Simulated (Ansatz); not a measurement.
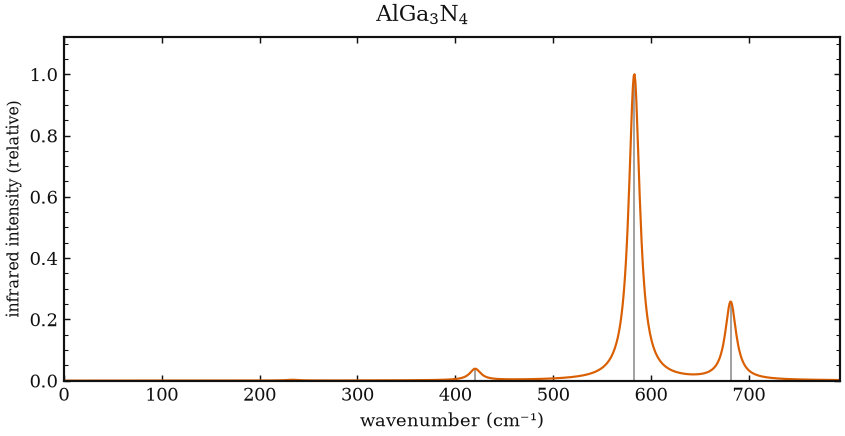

The plot gives the computed infrared spectrum of the zone-centre phonons for AlGa₃N₄, space group P-43m (No. 215). Lines are broadened by Lorentzians of 14 cm⁻¹ full width; the spectrum is scaled to its strongest line. These are zero-field (TO) frequencies; inactive modes don't show.

Starting cell:
```cif
data_structure
_symmetry_space_group_name_H-M 'P 1'
_symmetry_Int_Tables_number 1
_cell_length_a 4.4240
_cell_length_b 4.4240
_cell_length_c 4.4240
_cell_angle_alpha 90.000
_cell_angle_beta 90.000
_cell_angle_gamma 90.000
_cell_volume 86.58
loop_
_atom_site_label
_atom_site_type_symbol
_atom_site_fract_x
_atom_site_fract_y
_atom_site_fract_z
_atom_site_occupancy
Al1 Al 0.00000 0.00000 0.00000 1
Ga1 Ga 0.50000 0.50000 0.00000 1
Ga2 Ga 0.50000 0.00000 0.50000 1
Ga3 Ga 0.00000 0.50000 0.50000 1
N1 N 0.75506 0.75506 0.24494 1
N2 N 0.75506 0.24494 0.75506 1
N3 N 0.24494 0.75506 0.75506 1
N4 N 0.24494 0.24494 0.24494 1
```

How it was computed, with Ansatz 0.2.0: infrared-active and silent optical phonons at the zone centre of an insulator with atoms at rest in the given cell, intensity summed over the level, zero macroscopic field, imaginary frequencies are negative, field response on a mesh refined by the program; PAW. Level: PBEsol, no spin polarisation.

| setting | value |
| --- | --- |
| wave cutoff | 420 eV |
| k mesh | 6×6×6 |
| occupations | fixed |
| pressure | 6 GPa |

This calculation gives: strongest infrared line 582.9 cm⁻¹ and highest clear line 681.4 cm⁻¹.

Now the cell is expanded by 5.0 % in volume, to 11.37 Å³/atom. How do these quantities change?

The strongest infrared line falls from 582.9 to 543.7 cm⁻¹ (−6.7 %) and the highest clear line falls from 681.4 to 630.4 cm⁻¹ (−7.5 %). The shift of the strongest infrared line amounts to a Grüneisen parameter of 1.41.

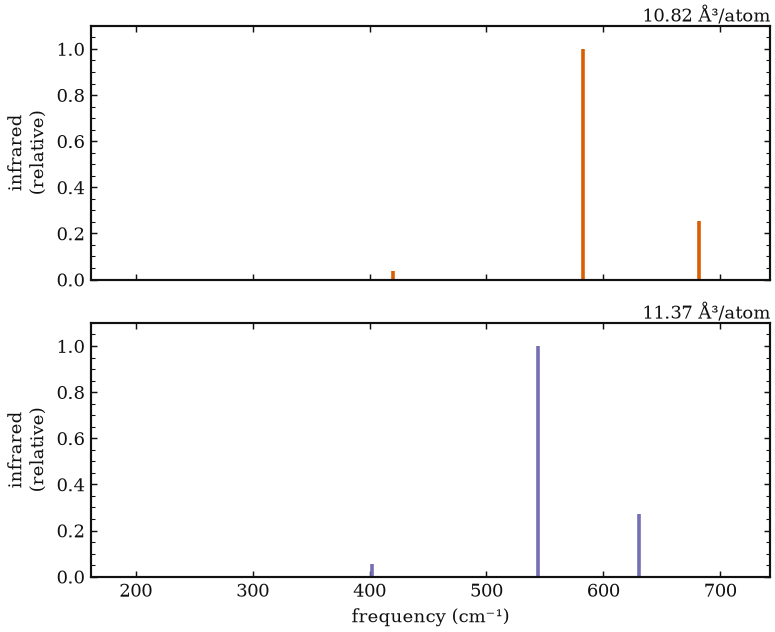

The two results together.

For both, limits of the calculation: field response not converged on the k mesh.
